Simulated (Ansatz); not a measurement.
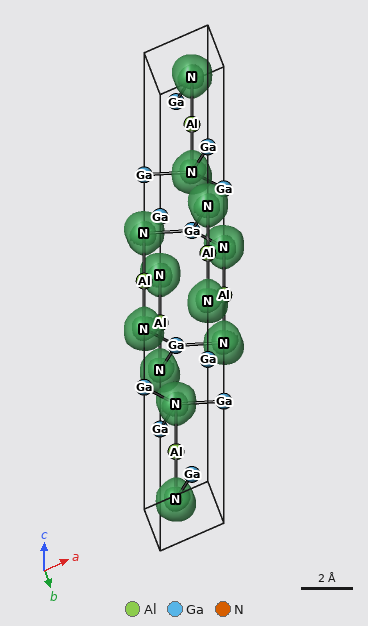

AlGa2N2. Isosurface of the electron localisation function at 0.75 (green), seen at an oblique angle. Only the valence region is drawn (cores and ρ < 0.01 e/Å³ removed). Sticks mark near contacts.

Space group R-3m; a structure generated by program, which may or may not match a known phase; computed without spin polarisation.

Computed with Ansatz, DFT PBE, scalar-relativistic, plane waves, PAW.

**Where are the electrons localised?**

At this value the surface marks out six regions wrapped around N (the valence shell of each), counted in one cell of 15 atoms. Regions shared between cells count once.

Values along the shortest contacts:
Ga–N (1.92 Å): the ELF peaks at about 0.85 in the valence shell of N, 0.6 Å from its nucleus, and is about 0.45 at the midpoint. Al–N (2.17 Å): the ELF peaks at about 0.85 in the valence shell of N, 0.7 Å from its nucleus, and is about 0.70 at the midpoint.

**Does the calculation give a band gap?**

It is metallic or semimetallic at this level of theory: no gap opens.
